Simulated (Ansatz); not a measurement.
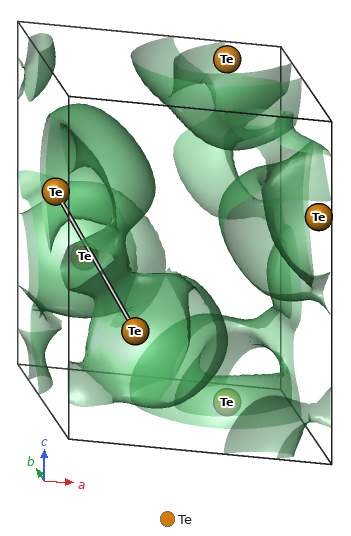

The picture shows: Te. Isosurface of the electron localisation function at 0.55 (green), seen slightly off an axis. Only the valence region is drawn (cores and ρ < 0.01 e/Å³ removed). Sticks mark near contacts.

Space group P3₁21.

All numbers below come from Ansatz 0.2.0, DFT r2SCAN, scalar-relativistic, plane waves, PAW.

Core electrons are frozen (PAW), and the valence fields are smoothed inside the atomic spheres.

```
Te
1.0
     4.62399    0.00000    0.00000
    -2.31200    4.00449    0.00000
     0.00000    0.00000    5.90338
Te
3
Direct
  0.25336 0.00000 0.33333
  0.00000 0.25336 0.66667
  0.74664 0.74664 0.00000
```

### Where are the electrons localised?

The surface consists of channels that run through the cell in one direction, counted in one cell of 3 atoms. Any copies at cell faces, edges or corners count once. There are no localised bonds or lone pairs at this value.

Values along the shortest contacts:
Te–Te (2.83 Å): the ELF peaks at about 0.65 between the atoms.
